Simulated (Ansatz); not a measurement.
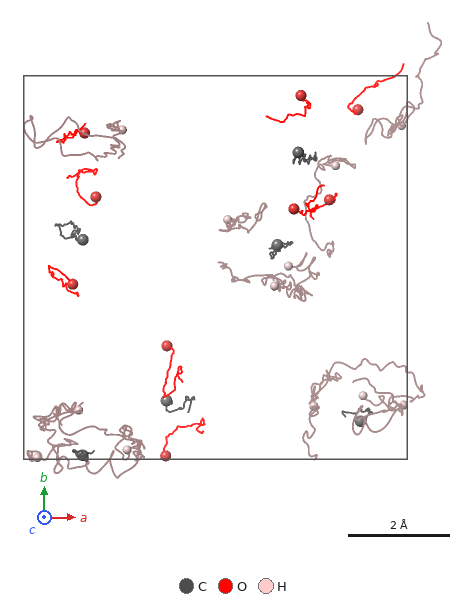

A Born-Oppenheimer molecular dynamics run of a periodic cell with 3 CO2 + 3 CH3OH at 0.863 g/cm³, 225 fs long. Lines trace each atom's path, in the colour of its element; spheres stand at the starting positions. Seen along the c axis in the simulation cell.

These are results of Ansatz, DFT PBE-D3(BJ), scalar-relativistic, plane waves, PAW, not measurements. Set-up: plane-wave cutoff 420 eV; k-point mesh 1 × 1 × 1; Fermi-Dirac smearing 0.02 eV; Langevin thermostat (NVT); set temperature 1000 K; time step 0.75 fs; friction 0.02 per fs.

Input file:
```yaml
crystal:
  lattice:
    - [7.599561, 0.0, 0.0]
    - [0.0, 7.599561, 0.0]
    - [0.0, 0.0, 7.599561]
  atoms:
    - { symbol: C, position: [0.71601367, 0.80001348, -0.05775184] }
    - { symbol: O, position: [0.72289983, 0.94862379, -0.10036904] }
    - { symbol: O, position: [0.70432127, 0.65267652, -0.01273363] }
    - { symbol: C, position: [0.15410964, 0.57229964, 0.59766826] }
    - { symbol: O, position: [0.12766624, 0.45642549, 0.69556666] }
    - { symbol: O, position: [0.1880471, 0.68413714, 0.49665835] }
    - { symbol: C, position: [0.37210366, 0.15273556, 0.25176103] }
    - { symbol: O, position: [0.37339963, 0.29578825, 0.3080014] }
    - { symbol: O, position: [0.3701215, 0.00868141, 0.19671733] }
    - { symbol: C, position: [0.15341337, 1.01053588, 0.78779785] }
    - { symbol: O, position: [0.15878841, 0.85069269, 0.88718833] }
    - { symbol: H, position: [0.03502648, 1.00416896, 0.70584517] }
    - { symbol: H, position: [0.257137, 0.85882297, 0.96813131] }
    - { symbol: H, position: [0.14329646, 1.12807396, 0.87215377] }
    - { symbol: H, position: [0.26956905, 1.02442633, 0.70182715] }
    - { symbol: C, position: [0.66142552, 0.55915603, 0.51941817] }
    - { symbol: O, position: [0.79704824, 0.67657688, 0.57702577] }
    - { symbol: H, position: [0.6540087, 0.4517499, 0.6159514] }
    - { symbol: H, position: [0.81335479, 0.76532194, 0.48412668] }
    - { symbol: H, position: [0.53160205, 0.62472712, 0.51296135] }
    - { symbol: H, position: [0.69031288, 0.5034765, 0.38832463] }
    - { symbol: C, position: [0.87819726, 0.09918868, 0.32541262] }
    - { symbol: O, position: [0.87134214, -0.08862216, 0.30482981] }
    - { symbol: H, position: [0.75642803, 0.13853762, 0.39231112] }
    - { symbol: H, position: [0.98491206, -0.130014, 0.26274944] }
    - { symbol: H, position: [0.98970027, 0.1407501, 0.40858014] }
    - { symbol: H, position: [0.88476347, 0.16564174, 0.19686067] }
basis:
  ecutwfc: 420.0
kpoints:
  mp_grid: { grid: [1, 1, 1] }
hamiltonian:
  xc: pbe
  dispersion: d3bj
scf:
  occupations: { method: fermi_dirac, width: 0.02 }
  lower_state_search: "off"
md:
  timestep: 0.75
  n_steps: 300
  ensemble: nvt_langevin
  temperature: 1000.0
  initial_velocities: maxwell_boltzmann
  seed: 204159
  friction: 0.02
```

Run as
```bash
ansatz run input.yaml --threads 1 --pin off --max-ram 3072MiB --backend cpu --events-out ev --progress --plain --runs-dir out
```

What do the traces tell about the motion?

Answer. Root-mean-square distances from the starting positions over the second half, with the common drift of all atoms taken out: H 1.16 Å, O 1.00 Å, C 0.60 Å. The heavy atoms stay within a fraction of a molecule's size of their starting places; so short a run doesn't tell a liquid from a solid.

Limits of the set-up: the periodic images lie only 7.6 Å apart, so the values are limited by the cell's size.
